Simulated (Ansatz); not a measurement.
## Run report: CaF2, single-point calculation (part 1 of 2)

The run: single-point calculation of CaF2 (slab, 36 atoms in the cell). Method and program: DFT PBE+D3(BJ), scalar-relativistic, plane waves, PAW, no spin polarisation (Ansatz 0.2.0).

The structure derives from an entry of the Crystallography Open Database. It belongs to a series of runs on one base structure; here: the slab at its places in the relaxed adsorbed structure. Figures and captions count atoms from 1; the log counts them from 0 in places.

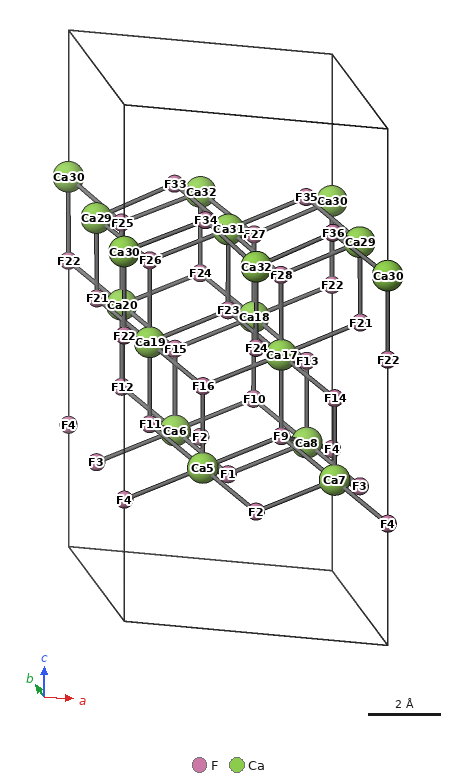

The structure (ball-and-stick view of the cell of the calculation, with the vacuum cut short, seen slightly off an axis; atoms are numbered from 1 in the order of the input). An atom can appear more than once, as a periodic image.

### Summary

- outcome: converged
- electrons treated: 288
- free energy: −41279.6574 eV
- work function, top face: 4.82 eV
- work function, bottom face: 4.59 eV
- Fermi energy: −0.797 eV
- gap on the k-point mesh: 6.58 eV
- work function (upper face): 4.82 eV
- largest force (length of the vector): 0.330 eV/Å
- hardware: 4 threads of Arm Neoverse V2, 24 GiB of memory available, shared host
- wall time: 62 s (CPU time 4 min)
- peak memory: 4.6 GiB

### Input file
```yaml
crystal:
  lattice:
    - [7.7347822761, 0.0, 0.0]
    - [-3.867391138, 6.6985179438, 0.0]
    - [0.0, 0.0, 27.7102791033]
  atoms:
    - { symbol: F, position: [0.5, 0.5, 0.288701531] }
    - { symbol: F, position: [0.5, 0.0, 0.288701531] }
    - { symbol: F, position: [0.0, 0.5, 0.288701531] }
    - { symbol: F, position: [0.0, 0.0, 0.288701531] }
    - { symbol: Ca, position: [0.3333333333, 0.1666666667, 0.3171901617] }
    - { symbol: Ca, position: [0.3333333333, 0.6666666667, 0.3171901617] }
    - { symbol: Ca, position: [0.8333333333, 0.1666666667, 0.3171901617] }
    - { symbol: Ca, position: [0.8333333333, 0.6666666667, 0.3171901617] }
    - { symbol: F, position: [0.6666666667, 0.3333333333, 0.3456787925] }
    - { symbol: F, position: [0.6666666667, 0.8333333333, 0.3456787925] }
    - { symbol: F, position: [0.1666666667, 0.3333333333, 0.3456787925] }
    - { symbol: F, position: [0.1666666667, 0.8333333333, 0.3456787925] }
    - { symbol: F, position: [0.8333333333, 0.6666666667, 0.4026560541] }
    - { symbol: F, position: [0.8333333333, 0.1666666667, 0.4026560541] }
    - { symbol: F, position: [0.3333333333, 0.6666666667, 0.4026560541] }
    - { symbol: F, position: [0.3333333333, 0.1666666667, 0.4026560541] }
    - { symbol: Ca, position: [0.6663640566, 0.3332343451, 0.4307293634] }
    - { symbol: Ca, position: [0.6676060311, 0.8338558237, 0.4314000677] }
    - { symbol: Ca, position: [0.1663250517, 0.3322628127, 0.4313666819] }
    - { symbol: Ca, position: [0.166334579, 0.8341381867, 0.431366657] }
    - { symbol: F, position: [0.0020004339, 0.5010275478, 0.4598657686] }
    - { symbol: F, position: [-0.0005451053, -0.0001752152, 0.4601893892] }
    - { symbol: F, position: [0.4991708112, 0.5017233236, 0.459930207] }
    - { symbol: F, position: [0.4992034979, -0.0023308804, 0.4599560183] }
    - { symbol: F, position: [0.1662103345, 0.8362534291, 0.5170922845] }
    - { symbol: F, position: [0.1664545549, 0.330301434, 0.5171148416] }
    - { symbol: F, position: [0.669116818, 0.8346687954, 0.5175115192] }
    - { symbol: F, position: [0.664571724, 0.3326358743, 0.5142680538] }
    - { symbol: Ca, position: [-0.000624739, 0.4999583005, 0.5438891438] }
    - { symbol: Ca, position: [-0.0008608733, -0.0002804831, 0.5479503053] }
    - { symbol: Ca, position: [0.5007859814, 0.4997171206, 0.5446046283] }
    - { symbol: Ca, position: [0.5009942868, 0.0015235997, 0.544628546] }
    - { symbol: F, position: [0.3316646302, 0.6660862255, 0.5751604795] }
    - { symbol: F, position: [0.3442777602, 0.1719396228, 0.5759449403] }
    - { symbol: F, position: [0.828345433, 0.6529692262, 0.5747484581] }
    - { symbol: F, position: [0.828754964, 0.1763777997, 0.5746008763] }
basis:
  ecutwfc: 420
kpoints:
  mp_grid: { grid: [3, 3, 1] }
hamiltonian:
  xc: pbe
  dispersion: d3bj
scf:
  occupations: { method: gaussian, width: 0.05 }
output:
  forces: true
  eigenvalues: true
  write_density: true
  volumetric_format: npy
efield:
  axis: 3
  dipole_correction: true
  ramp_width: 0.04
```

Command:
```bash
ansatz run input.yaml --threads 4 --pin off --max-ram 10240MiB --backend cpu --events-out ev --progress --plain --runs-dir out
```

### The program's output
```
Engine: ansatz 0.2.0, aarch64-unknown-linux-gnu
Pseudopotentials: kind: paw
Pseudopotential: F, paw, valence charge 7, recommended cutoff 420 eV (normal), F.paw.azcp
Pseudopotential: Ca, paw, valence charge 10, recommended cutoff 420 eV (normal), Ca.paw.azcp
Functional definition: PBE
  parameter kappa = 0.804
  parameter beta = 0.06672455060314922
  exchange = pbe_x(kappa = kappa, mu = beta*pi^2/3)
  correlation = pbe_c(beta = beta)
Crystal: 36 atoms, lattice volume = 1435.713 Å³
Basis set: ecut = 420 eV, 28059 PW (Γ), exchange–correlation on 108×108×384 points (8 copies of the dense FFT grid, shifted against one another)
Bands: 180, of which v1, the nominal top of the filled ones, is band 144 counted from 1 (143 counted from 0)
Symmetry: 1 space group operations
Space group: P1 (ITA 1), of the structure as read, at distance tolerance 1.1e-4 Å
k-points: 5 of 9 (time reversal used)
Non-local potential: F, projectors of the file, l = 0: 2, l = 1: 2, l = 2: 1
Non-local potential: Ca, projectors of the file, l = 0: 3, l = 1: 2, l = 2: 2
PAW form: soft (Blöchl's): semilocal exchange-correlation on the pseudo side does not see the compensation charge
PAW one-centre angular grid: F, 110 points (default); XC on 64 Gauss nodes
PAW one-centre angular grid: Ca, 110 points (default); XC on 64 Gauss nodes
Initial density: superposition of atomic densities (neutral atoms: chi_scale 0, normalization atom), corrected by the library's trained network
Initial wavefunctions: pseudopotential atomic-orbital guess
Functional: x = pbe(κ = 0.804, μ = 0.2195149727645171), c = pbe(β = 0.06672455060314922)
SCF iter   1: F=—  HF=-41279.653044 eV  |F-HF|=—  |Δ(HF+E_count)|=         —  Δρ=6.52e-4  dr2=8.72e-3  ethr=1.77e-3  p=-0.050 e·Å  D=-6.30e-3 V/Å  ΔV_dip=0.17 eV  dr2_dipole=6.73e-5  V_vac-E_F(+/−)=4.72/4.54 eV  ⟨swp⟩=16.6  Hψ=6242  notcnv=0  defer=49
efield: sawtooth ramp at fractional position 0.9123 (placed from the atoms, in the widest stretch of the axis that holds none; the zero of the levels goes with the place), width 0.0400; the density the first Hamiltonian is built on has a dipole p = -0.050 e·Å; the dipole correction subtracts the counter field D = -6.30e-3 V/Å, which shifts the + side's vacuum level by +0.17 eV against the − side's; the planar-averaged density in the ramp window peaks in size at 8.5e-7 e/Å³
preconditioner: auto → Resta (q_TF=auto, 2.087 Å⁻¹)  ε∞=1.8  [insulator: Δε(μ)=6.561 eV  Ē_g=17.560 eV  σ=0.050 eV  W_gap=1.00  n_scr=240 (ndim 8)  ℏωp=15.9 eV  f_vac=0.644  D(μ)=0.00/eV (n_scr^D=0)  ε∞_Penn≈1.8  vacuum switching on, ρ_ref=2.2e-2 e/Å³]
SCF iter   2: F=—  HF=-41279.656414 eV  |F-HF|=—  |Δ(HF+E_count)|=   3.37e-3  Δρ=4.57e-4  dr2=2.34e-3  ethr=3.03e-6  p=-0.060 e·Å  D=-7.61e-3 V/Å  ΔV_dip=0.21 eV  dr2_dipole=4.57e-6  V_vac-E_F(+/−)=4.77/4.56 eV  ⟨swp⟩=2.0  Hψ=1780  notcnv=0  defer=136
SCF iter   3: F=—  HF=-41279.656799 eV  |F-HF|=—  |Δ(HF+E_count)|=   3.85e-4  Δρ=1.68e-4  dr2=4.22e-4  ethr=8.14e-7  p=-0.063 e·Å  D=-7.95e-3 V/Å  ΔV_dip=0.22 eV  dr2_dipole=1.08e-6  V_vac-E_F(+/−)=4.80/4.58 eV  ⟨swp⟩=2.0  Hψ=1405  notcnv=0  defer=136
SCF iter   4: F=—  HF=-41279.657161 eV  |F-HF|=—  |Δ(HF+E_count)|=   3.62e-4  Δρ=5.17e-5  dr2=2.61e-5  ethr=1.47e-7  p=-0.065 e·Å  D=-8.25e-3 V/Å  ΔV_dip=0.23 eV  dr2_dipole=2.09e-10  V_vac-E_F(+/−)=4.82/4.59 eV  ⟨swp⟩=2.0  Hψ=1108  notcnv=0  defer=136
SCF iter   5: F=—  HF=-41279.657395 eV  |F-HF|=—  |Δ(HF+E_count)|=   2.35e-4  Δρ=2.83e-5  dr2=6.67e-6  ethr=9.05e-9  p=-0.066 e·Å  D=-8.27e-3 V/Å  ΔV_dip=0.23 eV  dr2_dipole=1.38e-9  V_vac-E_F(+/−)=4.82/4.59 eV  ⟨swp⟩=2.0  Hψ=1593  notcnv=0  defer=144
SCF iter   6: F=—  HF=-41279.657394 eV  |F-HF|=—  |Δ(HF+E_count)|=   9.71e-7  Δρ=9.30e-6  dr2=6.76e-7  ethr=2.32e-9  p=-0.066 e·Å  D=-8.27e-3 V/Å  ΔV_dip=0.23 eV  dr2_dipole=1.14e-9  V_vac-E_F(+/−)=4.82/4.59 eV  ⟨swp⟩=2.0  Hψ=1358  notcnv=0  defer=155
SCF iter   7: F=-41279.657395 eV  HF=-41279.657395 eV  |F-HF|=5.42e-8  |Δ(HF+E_count)|=   9.40e-7  Δρ=1.57e-6  dr2=2.28e-8  ethr=3.47e-11  p=-0.066 e·Å  D=-8.26e-3 V/Å  ΔV_dip=0.23 eV  dr2_dipole=2.56e-12  V_vac-E_F(+/−)=4.82/4.59 eV  ⟨swp⟩=23.4  Hψ=6670  notcnv=0
SCF 1 converged in 7 iterations: F = -41279.657395 eV  dr2 = 2.28e-8
  greatest PAW one-centre occupation: 0.995 electrons in one spin orbital (limit 2), on the Ca atom at site 16 (counted from 0), in its partial waves of l = 0
```

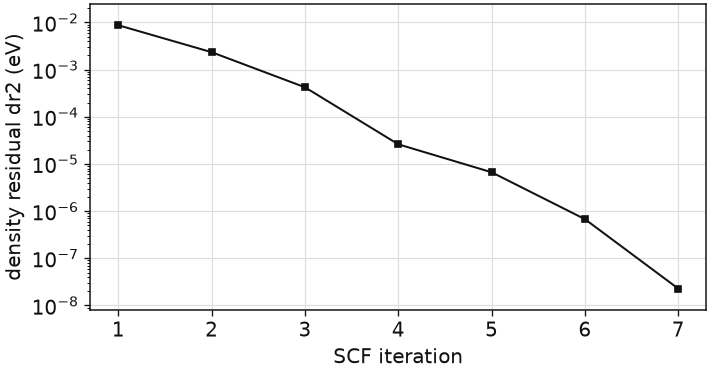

Convergence of the self-consistent field: density residual dr2 against the SCF iteration. The residual falls at every step.

```
SCF converged after 7 iterations
Free energy (F): -41279.657395 eV
Harris-Foulkes:  -41279.657395 eV  (|F-HF|=5.42e-8)
Internal energy: -41279.657395 eV  (E = F + TS)
E sigma→0 (E₀):  -41279.657395 eV
Fermi energy:    -0.797111 eV
Dipole field:    D = -0.008258 V/Å  (p = -0.065521 e·Å, saw-weighted, corrected)
Work function:   Φ+ = 4.8196 eV   Φ− = 4.5907 eV
Levels:          The Fermi level and band energies are counted from a zero that moves with the ramp; work functions are not
--- Per-component energies (eV) ---
  E_band       = -4386.823974
  E_kinetic    = 8309.828294
  E_local      = -317708.979017  (includes V_loc(G=0)·N_el)
  E_nonlocal   = 2519.621153
  E_hartree    = 154693.959104
  E_xc         = -3583.201757
  E_vxc        = -4535.783556  (∫ρ·V_xc dr)
  E_paw        = -15112.493107  (= ΣΔE_a)
  E_vpaw       = -2359.399936  (= ΣTr[D̂ρ^β])
  E_aug_tail   = 0.049230  (compensation charges beyond the density's cutoff)
  E_efield     = 0.000271  (sawtooth field / dipole correction)
  E_vefield    = -0.063630  (∫n·V_field dr)
  E_ewald      = 129605.857978
  E_disp       = -4.299544  (pairwise vdW)
  E_smearing   = -0.000000  (= −TS)
  E_closure    = 0.000000  (closes the sum)
  Σ components = -41279.657395   (vs F -41279.657395, Δ=0.00e0)
--- Forces (eV/Å), atoms counted from 1 ---
  atom   1  F      0.00538170    -0.00400567    -0.12622036
  atom   2  F     -0.00079141     0.00665936    -0.12619924
  atom   3  F     -0.00538313    -0.00309234    -0.12641898
  atom   4  F      0.00078900     0.00044378    -0.12662156
  atom   5  Ca    -0.01094039    -0.00622197     0.09136856
  atom   6  Ca     0.00049339     0.00022530     0.13766118
  atom   7  Ca     0.01088679    -0.00678354     0.09969536
  atom   8  Ca    -0.00052839     0.01286344     0.09966407
  atom   9  F     -0.00270766    -0.00140998     0.04853939
  atom  10  F      0.00989282     0.00589323     0.08272864
  atom  11  F      0.00251807    -0.01297952     0.08151137
  atom  12  F     -0.01006333     0.00886766     0.08154345
  atom  13  F      0.00315982    -0.00616568    -0.05105477
  atom  14  F     -0.00623877     0.00783005    -0.05168702
  atom  15  F     -0.00619810    -0.00069206    -0.07434692
  atom  16  F      0.00400865     0.00329393    -0.04621773
  atom  17  Ca    -0.00034726     0.00016777     0.01615861
  atom  18  Ca    -0.02179788    -0.01283354    -0.01227025
  atom  19  Ca     0.00039099     0.02523807    -0.00434423
  atom  20  Ca     0.02134477    -0.01227710    -0.00415643
  atom  21  F      0.00240164     0.00101484    -0.02027173
  atom  22  F     -0.00249058    -0.00209377     0.08898450
  atom  23  F     -0.00195485     0.00360731    -0.01667802
  atom  24  F      0.00261724    -0.00378640    -0.01606684
  atom  25  F     -0.06730818     0.03080388    -0.01775958
  atom  26  F     -0.00909777    -0.07436592    -0.01797726
  atom  27  F      0.06937779     0.04154345     0.00620813
  atom  28  F      0.00861834     0.00229285    -0.02177870
  atom  29  Ca     0.02521439     0.01830732     0.15919763
  atom  30  Ca     0.06491577     0.03472471    -0.26429596
  atom  31  Ca    -0.02835134    -0.05042786     0.11426947
  atom  32  Ca    -0.06295950    -0.00433724     0.10791076
  atom  33  F      0.03729452     0.02037284    -0.11000731
  atom  34  F     -0.21872481    -0.11714489    -0.03631714
  atom  35  F     -0.05620999     0.31504845     0.02283195
  atom  36  F      0.24278670    -0.22058143     0.03221641
  max |Σ_I F_I| component: 2.01e-4 eV/Å
--- Band table (eV; the first three rows and the last of 5) ---
  k-point 0: bands = ["-40.7957", "-40.4969", "-40.4796", "-40.4775", "-40.4633", "-40.3690", "-40.3578", "-40.3022", "-40.2933", "-40.2787", "-40.2745", "-40.2603", "-24.4425", "-24.4252", "-24.3904", "-24.2640", "-24.2338", "-24.1768", "-24.1729", "-24.1652", "-24.1510", "-24.1423", "-24.0883", "-23.8843", "-23.8618", "-23.7968", "-23.7030", "-23.5492", "-23.3451", "-23.3414", "-23.3385", "-23.2843", "-23.2558", "-23.2177", "-23.1798", "-23.0461", "-21.7760", "-21.6590", "-21.6585", "-21.5261",
      "-21.5243", "-21.4988", "-21.4739", "-21.4697", "-21.4685", "-21.4204", "-21.4201", "-21.3794", "-21.3579", "-21.3538", "-21.3283", "-21.3257", "-21.3171", "-21.3169", "-21.3087", "-21.2910", "-21.2672", "-21.2661", "-21.2431", "-21.2411", "-21.2192", "-21.1832", "-20.8931", "-20.8494", "-20.8478", "-20.8425", "-20.8370", "-20.8173", "-20.7753", "-20.6989", "-20.6932", "-20.6670", "-6.7088", "-6.7032", "-6.7017", "-6.2096", "-6.2092", "-6.1550", "-6.1208", "-6.1141",
      "-6.1130", "-5.9280", "-5.9225", "-5.9016", "-5.8652", "-5.8609", "-5.8593", "-5.8318", "-5.8271", "-5.8215", "-5.8097", "-5.8056", "-5.7888", "-5.7832", "-5.7800", "-5.7141", "-5.6332", "-5.6307", "-5.5903", "-5.5660", "-5.5636", "-5.3538", "-5.2727", "-5.2681", "-5.2670", "-5.0284", "-5.0197", "-5.0167", "-4.9380", "-4.9372", "-4.9264", "-4.8932", "-4.8705", "-4.8504", "-4.8483", "-4.8350", "-4.8342", "-4.7769", "-4.7697", "-4.7581",
      "-4.7015", "-4.6609", "-4.6604", "-4.6268", "-4.5585", "-4.5450", "-4.5447", "-4.4799", "-4.4632", "-4.4598", "-4.4356", "-4.4288", "-4.4200", "-4.4062", "-4.4035", "-4.3566", "-4.3142", "-4.3118", "-4.2299", "-4.2220", "-4.2039", "-4.1494", "-4.1265", "-4.0860", "2.4918", "2.7086", "3.7676", "3.9335", "3.9372", "3.9603", "4.0789", "4.1294", "4.1433", "4.2222", "4.3315", "4.4897", "4.5289", "4.5368", "4.7091", "4.7708",
      "4.7709", "4.8292", "4.8313", "4.8321", "4.8694", "4.8710", "4.9374", "4.9661", "5.0386", "5.0415", "5.0743", "5.1008", "5.1379", "5.1440", "5.1468", "5.2881", "5.2894", "5.3094", "5.3216", "5.3380"]
```
